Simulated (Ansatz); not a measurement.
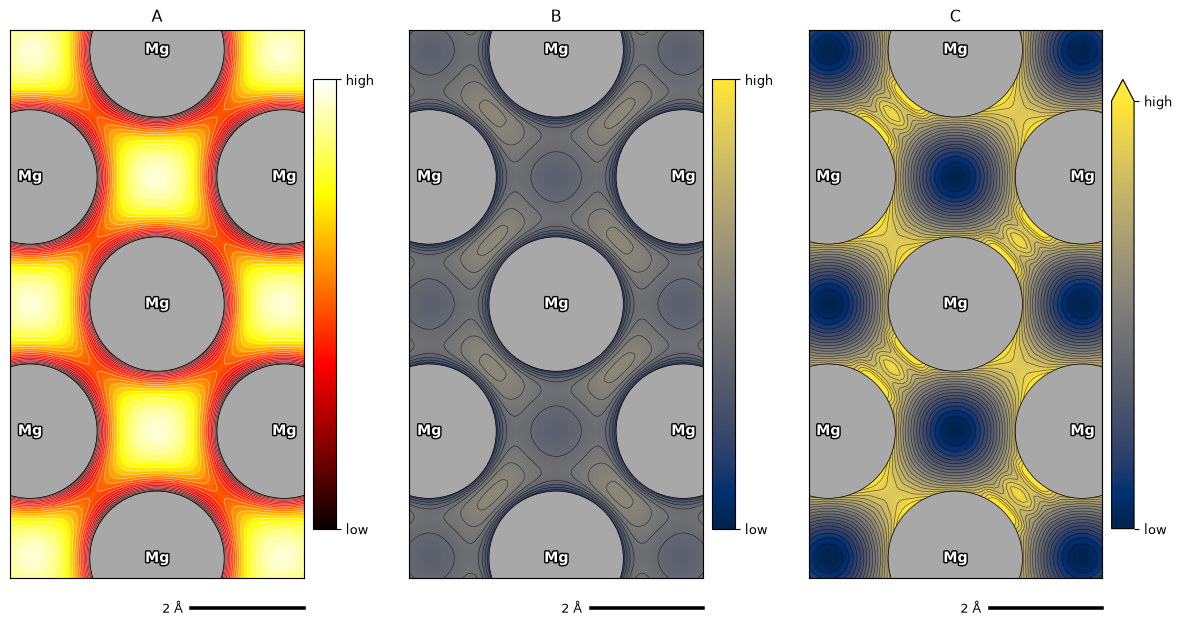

Mg: 3 fields on the (100) plane of the conventional cell, with unlabelled colour scales. Grey discs cover the atomic cores.

Space group Fm-3m; a structure from a database of computed crystals, not necessarily the ambient phase.

All numbers below come from Ansatz 0.2.0, DFT PBE, scalar-relativistic, plane waves, PAW.

```
Mg
1.0
     4.52525    0.00000    0.00000
     0.00000    4.52525    0.00000
     0.00000    0.00000    4.52525
Mg
4
Direct
  0.00000 0.00000 0.00000
  0.50000 0.50000 0.00000
  0.50000 0.00000 0.50000
  0.00000 0.50000 0.50000
```

Q: The panels show electron localisation function, electrostatic potential energy of an electron and valence pseudo-density in some order. Assign them.

A: Panel A: electrostatic potential energy of an electron (low next to the atoms, rising into the space between them). Panel B: electron localisation function. Panel C: valence pseudo-density. From the grid: Mg–Mg (3.20 Å): the density is about 0.1 e/Å³ at the midpoint; the ELF reaches about 0.55 near the midpoint.
